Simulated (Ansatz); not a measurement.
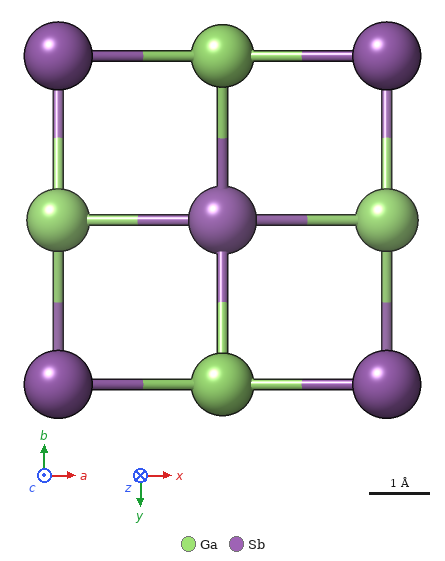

Energy scan for a crystal of GaSb (I-4m2), in which the cell is strained equally along x and y, with the atoms kept at their fractional coordinates. x, y and z are the Cartesian axes of the input. The picture shows the reference cell. A ball-and-stick model of the conventional cell (2 times the calculation's cell), repeated 1 × 1 × 2 with one cell outlined, seen along the c axis. Lengths and directions refer to the drawn axes.

Method: DFT LDA, scalar-relativistic, plane waves, PAW (Ansatz 0.2.0). (plane-wave cutoff 420 eV; k-point mesh 18 × 18 × 18; occupations gaussian; smearing width 0.15 eV; no spin polarisation). Energies (free energies at the smearing named) are counted from the cell as listed in its source, which wasn't relaxed.

```
CELL_PARAMETERS angstrom
-2.75343 2.75343 1.59071
2.75343 -2.75343 1.59071
2.75343 2.75343 -1.59071
ATOMIC_POSITIONS crystal
Ga 0.25000 0.75000 0.50000
Sb 0.00000 0.00000 0.00000
```

**What energies does the calculation give (the strain: −0.1500, −0.0750, 0.0000, 0.0375, 0.1125)?**

| strain | ΔE (meV/atom) |
| --- | --- |
| −0.1500 | 499 |
| −0.0750 | 33 |
| 0.0000 | 0 |
| 0.0375 | 67 |
| 0.1125 | 287 |

Of the computed points the lowest is at the strain 0.00, 0 meV/atom. The end points stand at 499 meV/atom (−0.15) and 287 meV/atom (0.1125). The unrelaxed reference is under a pressure of −4.3 GPa, which tilts the curve. The distortion keeps the space group I-4m2. At the strain −0.15 the cell of the drawing goes a 5.507 → 4.681 Å, b 5.507 → 4.681 Å.
